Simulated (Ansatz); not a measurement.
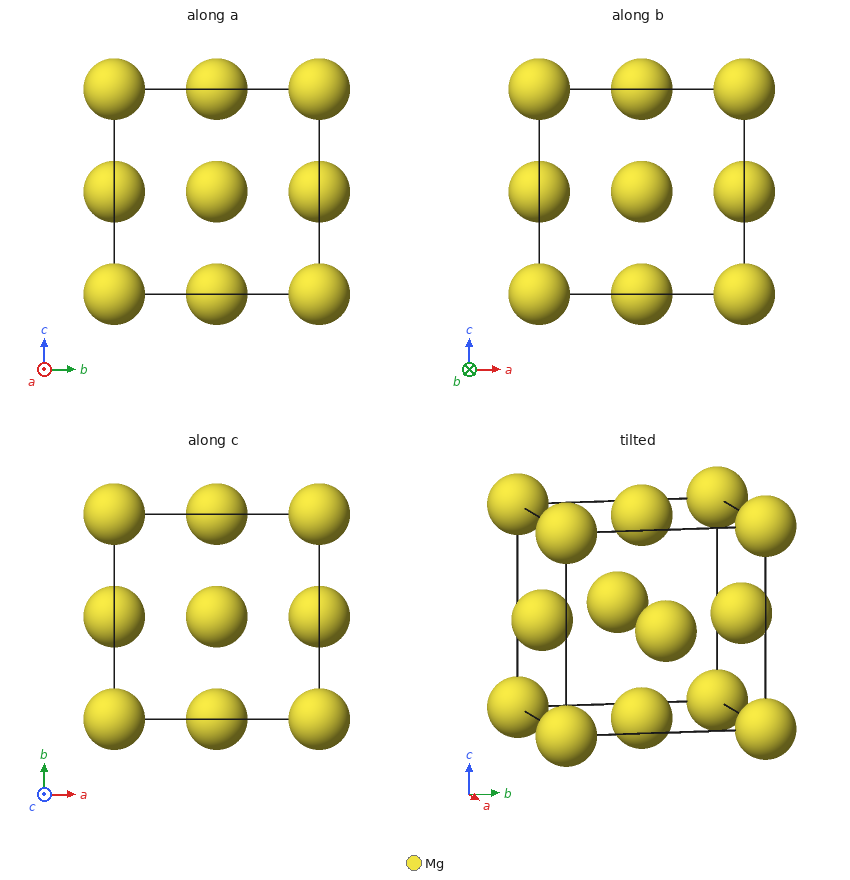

The figure gives a spheres-only picture of the atoms, viewed along the a axis, along the b axis, along the c axis and slightly off an axis. The conventional unit cell is outlined; an atom on or near a face, edge or corner is repeated at each equivalent position.

Lattice parameters: a = 4.3705 Å, b = 4.3705 Å, c = 4.3705 Å, α = 90.000°, β = 90.000°, γ = 90.000°.

**Put the structure into a CIF with its space group and independent sites.**

```cif
data_structure
_symmetry_space_group_name_H-M 'F m -3 m'
_symmetry_Int_Tables_number 225
_cell_length_a 4.3705
_cell_length_b 4.3705
_cell_length_c 4.3705
_cell_angle_alpha 90.000
_cell_angle_beta 90.000
_cell_angle_gamma 90.000
_cell_volume 83.48
loop_
_atom_site_label
_atom_site_type_symbol
_atom_site_symmetry_multiplicity
_atom_site_Wyckoff_symbol
_atom_site_fract_x
_atom_site_fract_y
_atom_site_fract_z
_atom_site_occupancy
Mg1 Mg 4 a 0.0000 0.0000 0.0000 1
```

Source of the structure: a structure type filled with this element by a generator (whether the element takes this form wasn't checked). Earlier steps of the study may have refined or changed the cell and positions. An electronic-structure calculation with Ansatz was run on it.

At this level of theory the cell isn't at rest (compressed, at 5 GPa), so its distances can differ from those at equilibrium, the more so the softer the solid.
